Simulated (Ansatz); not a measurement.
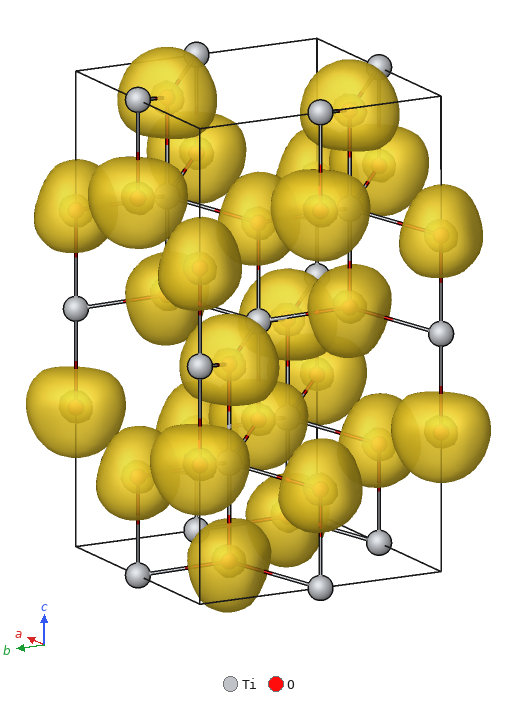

Figure 1: TiO₂. Isosurface of the electron localisation function at 0.65 (yellow), seen at an oblique angle. Only the valence region is drawn (cores and ρ < 0.01 e/Å³ removed). Sticks mark near contacts.

Space group Fddd; a structure from a database of computed crystals, not necessarily the ambient phase; changed on purpose from its base cell (strain -0.0450 x Voigt [1, 0, 0, 0, 0, 0], atoms carried along); computed pressure about 11 GPa in this cell; computed without spin polarisation.

Level of theory: DFT r2SCAN, scalar-relativistic, plane waves, PAW (Ansatz).

Core electrons are frozen (PAW), and the valence fields are smoothed inside the atomic spheres.

```cif
data_structure
_symmetry_space_group_name_H-M 'P 1'
_symmetry_Int_Tables_number 1
_cell_length_a 5.1021
_cell_length_b 5.3425
_cell_length_c 9.5840
_cell_angle_alpha 90.000
_cell_angle_beta 90.044
_cell_angle_gamma 90.000
_cell_volume 261.24
loop_
_atom_site_label
_atom_site_type_symbol
_atom_site_fract_x
_atom_site_fract_y
_atom_site_fract_z
_atom_site_occupancy
Ti1 Ti 0.24997 0.74997 0.25003 1
Ti2 Ti 0.74997 0.24997 0.25003 1
Ti3 Ti 0.24997 0.24997 0.75003 1
Ti4 Ti 0.74997 0.74997 0.75003 1
Ti5 Ti 0.99997 0.49992 0.00003 1
Ti6 Ti 0.49997 0.99992 0.00003 1
Ti7 Ti 0.99997 0.99992 0.50003 1
Ti8 Ti 0.49997 0.49992 0.50003 1
O1 O 0.24997 0.74993 0.45730 1
O2 O 0.74997 0.24993 0.45730 1
O3 O 0.24997 0.24993 0.95730 1
O4 O 0.74997 0.74993 0.95730 1
O5 O 0.99998 0.99997 0.29275 1
O6 O 0.49998 0.49997 0.29275 1
O7 O 0.99998 0.49997 0.79275 1
O8 O 0.49998 0.99997 0.79275 1
O9 O 0.24998 0.74993 0.04275 1
O10 O 0.74998 0.24993 0.04275 1
O11 O 0.24998 0.24993 0.54275 1
O12 O 0.74998 0.74993 0.54275 1
O13 O 0.99997 0.49997 0.20730 1
O14 O 0.49997 0.99997 0.20730 1
O15 O 0.99997 0.99997 0.70730 1
O16 O 0.49997 0.49997 0.70730 1
```

Where are the electrons localised?

At this value the surface marks out 16 regions wrapped around O (the valence shell of each), counted in one cell of 24 atoms. Any copies at cell faces, edges or corners count once. Along the contacts the grid gives the following. Ti–O (1.89 Å): the ELF peaks at about 0.85 in the valence shell of O, 0.6 Å from its nucleus, and is about 0.25 at the midpoint; no localised pair shows between them. Ti–O (1.99 Å): the ELF peaks at about 0.85 in the valence shell of O, 0.6 Å from its nucleus, and is about 0.20 at the midpoint: no shared electron pair shows on this line.
